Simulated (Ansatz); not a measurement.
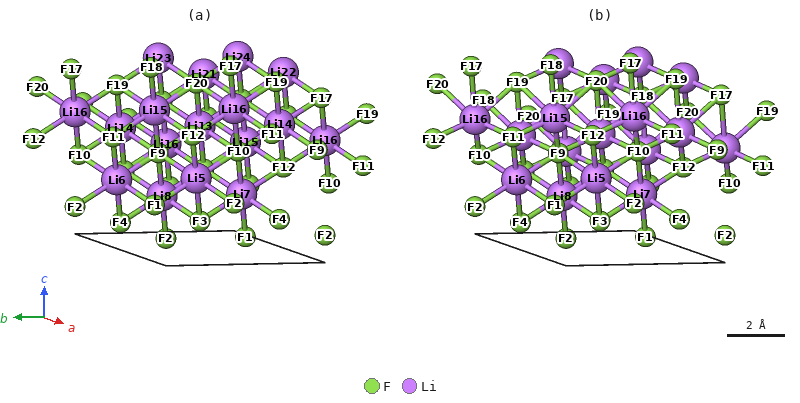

The structure of a slab of composition LiF (cut from the Fm-3m phase) before (left) and after (right) a constrained relaxation, at one scale.

Style: ball-and-stick. Shown: the cell of the calculation, outlined in the plane, without the vacuum (origin shifted), from a free direction.

Case: clean slab, lower planes held. The slab is the (1 1 1) face of LiF. 12 atoms are held fixed.

Method: DFT PBE+D3(BJ), scalar-relativistic, plane waves, PAW (Ansatz 0.2.0).

The input:
```yaml
crystal:
  lattice:
    - [5.6574268527, 0.0, 0.0]
    - [-2.8287134264, 4.8994753745, 0.0]
    - [0.0, 0.0, 21.7740871026]
  atoms:
    - { symbol: F, position: [0.1666666667, 0.3333333333, 0.3674092035] }
    - { symbol: F, position: [0.1666666667, 0.8333333333, 0.3674092035] }
    - { symbol: F, position: [0.6666666667, 0.3333333333, 0.3674092035] }
    - { symbol: F, position: [0.6666666667, 0.8333333333, 0.3674092035] }
    - { symbol: Li, position: [0.3333333333, 0.1666666667, 0.4204455221] }
    - { symbol: Li, position: [0.3333333333, 0.6666666667, 0.4204455221] }
    - { symbol: Li, position: [0.8333333333, 0.1666666667, 0.4204455221] }
    - { symbol: Li, position: [0.8333333333, 0.6666666667, 0.4204455221] }
    - { symbol: F, position: [0.5, 0.5, 0.4734818407] }
    - { symbol: F, position: [0.5, 0.0, 0.4734818407] }
    - { symbol: F, position: [0.0, 0.5, 0.4734818407] }
    - { symbol: F, position: [0.0, 0.0, 0.4734818407] }
    - { symbol: Li, position: [0.6666666667, 0.3333333333, 0.5265181593] }
    - { symbol: Li, position: [0.6666666667, 0.8333333333, 0.5265181593] }
    - { symbol: Li, position: [0.1666666667, 0.3333333333, 0.5265181593] }
    - { symbol: Li, position: [0.1666666667, 0.8333333333, 0.5265181593] }
    - { symbol: F, position: [0.8333333333, 0.6666666667, 0.5795544779] }
    - { symbol: F, position: [0.8333333333, 0.1666666667, 0.5795544779] }
    - { symbol: F, position: [0.3333333333, 0.6666666667, 0.5795544779] }
    - { symbol: F, position: [0.3333333333, 0.1666666667, 0.5795544779] }
    - { symbol: Li, position: [0.0, 0.5, 0.6325907965] }
    - { symbol: Li, position: [0.0, 0.0, 0.6325907965] }
    - { symbol: Li, position: [0.5, 0.5, 0.6325907965] }
    - { symbol: Li, position: [0.5, 0.0, 0.6325907965] }
basis:
  ecutwfc: 420
kpoints:
  mp_grid: { grid: [3, 3, 1] }
hamiltonian:
  xc: pbe
  dispersion: d3bj
scf:
  occupations: { method: gaussian, width: 0.05 }
output:
  forces: true
  eigenvalues: true
  write_density: true
  write_potential: true
  elf: true
  volumetric_format: npy
relax:
  adjacent_minimum: "off"
  f_tol: 0.03
  max_steps: 70
  constraints: [{ sites: [0, 1, 2, 3, 4, 5, 6, 7, 8, 9, 10, 11] }]
efield:
  axis: 3
  dipole_correction: true
  ramp_width: 0.04
```

Run as
```bash
ansatz run input.yaml --threads 2 --pin off --max-ram 6144MiB --backend cpu --events-out ev --progress --plain --runs-dir out
```

Describe what moved and what it gained.

The largest moves, 0.28 Å, are those of Li13, Li14, Li15 and Li16. Li13 goes along the normal (−c). Largest moves by element: Li 0.28 Å, F 0.10 Å. The cell doesn't change. Among the contacts that change: Li13–F17 2.000 → 2.242 Å, F17–Li21 2.000 → 1.841 Å, F10–Li13 2.000 → 1.853 Å. Bond angles that change, for instance: Li13–F20–Li22 180.0° → 164.3°, F9–Li15–F18 180.0° → 165.0°, Li13–F20–Li15 90.0° → 78.2°. After 4 geometry steps the energy has fallen by 1.268 eV per cell of the calculation. Largest force component: 1.5 eV/Å at the start, 0.0068 eV/Å at the end. The run took 71 s on 2 threads of Intel(R) Xeon(R) Platinum 8488C (Sapphire Rapids), with other jobs on the host, peak memory 0.96 GiB.

Limits of the set-up: the k-point mesh is coarse for a cell with partly filled bands.
